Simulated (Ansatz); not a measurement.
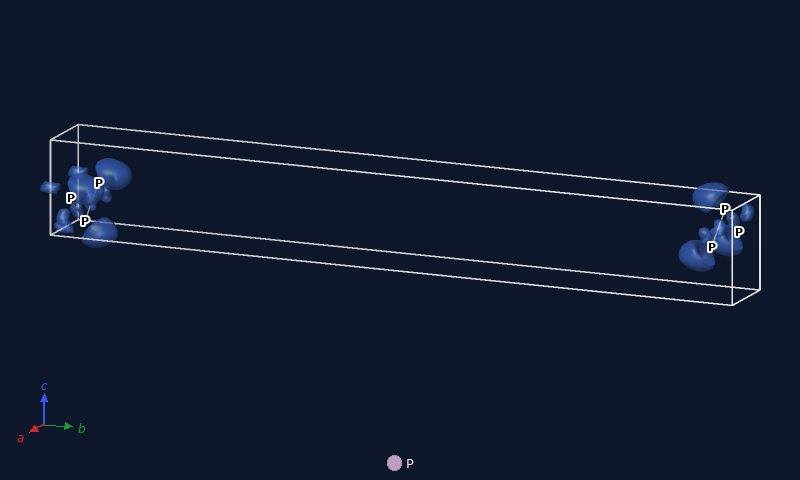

*P. Isosurface of the electron localisation function at 0.85 (blue), seen slightly off an axis. Only the valence region is drawn (cores and ρ < 0.01 e/Å³ removed). Sticks mark near contacts.*

Space group Pmna; a structure from a database of computed crystals, not necessarily the ambient phase; changed on purpose from its base cell (uniaxial strain along c, a, b and atoms relaxed: +3.0 %).

Computed with DFT PBEsol, scalar-relativistic, plane waves, PAW in Ansatz 0.2.0.

In a PAW calculation such maps are meaningful between the atoms, not at the nuclei.

Input

```
crystal:
  lattice:
    - [3.259734366, 0.0, 0.0]
    - [0.0, 34.6131869802, 0.0]
    - [0.0, 0.0, 4.5700173463]
  atoms:
    - { symbol: P, position: [0.0, 0.9696896835, 0.5847749696] }
    - { symbol: P, position: [0.0, 0.0303103165, 0.4152250304] }
    - { symbol: P, position: [0.5, 0.0303103165, 0.0847749696] }
    - { symbol: P, position: [0.5, 0.9696896835, 0.9152250304] }
basis:
  ecutwfc: 420
kpoints:
  mp_grid: { grid: [8, 1, 6] }
hamiltonian:
  xc: pbesol
scf:
  occupations: { method: gaussian, width: 0.02 }
output:
  forces: true
  stress: true
  eigenvalues: true
  write_density: true
  write_potential: true
  elf: true
  volumetric_format: npy
relax:
  adjacent_minimum: "off"
  f_tol: 0.008
  max_steps: 40
  cell: { stress_tol: 0.015, fix: [c, angles] }
```

Launched as:

```sh
ansatz run input.yaml --threads 1 --pin off --max-ram 2560MiB --backend cpu --events-out ev --progress --plain --runs-dir out
```

Below, planes, directions and counts refer to the conventional cell (a = 3.27 Å, b = 34.61 Å, c = 4.57 Å, α = 90.00°, β = 90.00°, γ = 90.00°).

The fields are those of the run's last geometry, not of the input's.

Question: Where are the electrons localised?

Answer: The surface consists of six regions between bonded P–P atoms (shared pairs) and four lobes on P, pointing away from the bonds (lone pairs), counted in one cell of 4 atoms. Any copies at cell faces, edges or corners count once. Profiles from the grid: P–P (2.21 Å): the ELF peaks at about 0.90 between the atoms: localised, covalent bonding.
